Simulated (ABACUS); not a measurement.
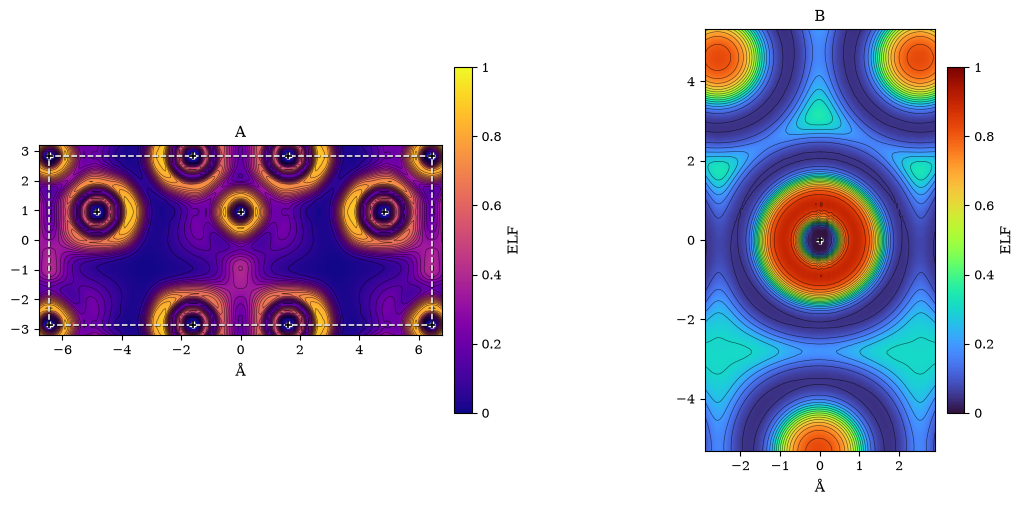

The electron localisation function of 2 systems, each on a plane through atoms (crosses mark nuclei in the plane).

These are results of Kohn-Sham DFT of a periodic cell, PBE, PseudoDojo NC SR 0.4.1 PBE standard (ABACUS 3.10.1), not measurements.

System 1: MoSe2, the (110) plane of the conventional cell. Space group P6₃/mmc; not relaxed (largest force 1.1 eV/Å); computed pressure about 8 GPa in this cell.

```
CELL_PARAMETERS angstrom
3.28800 0.00000 0.00000
-1.64400 2.84749 0.00000
0.00000 0.00000 12.90000
ATOMIC_POSITIONS crystal
Mo 0.66667 0.33333 0.75000
Mo 0.33333 0.66667 0.25000
Se 0.66667 0.33333 0.37500
Se 0.33333 0.66667 0.87500
Se 0.66667 0.33333 0.12500
Se 0.33333 0.66667 0.62500
```

System 2: Cs, the (010) plane of the conventional cell. Space group P-1; a structure from a database of computed crystals, not necessarily the ambient phase; changed on purpose from its base cell (atoms moved at random by about 0.05 A).

```
Cs
1.0
     0.00000   -5.10769    0.00000
     5.10769    0.00000    0.00000
    -2.55385    2.55385    9.59607
Cs
2
Direct
  0.12827 0.37795 0.75201
  0.87173 0.62205 0.24800
```

### Which map belongs to which system?

Panel A is system 1, MoSe2: the plane holds Mo and Se. Mo–Se (2.49 Å): the ELF is about 0.50 at the midpoint. Panel B is system 2, Cs: the plane holds Cs.
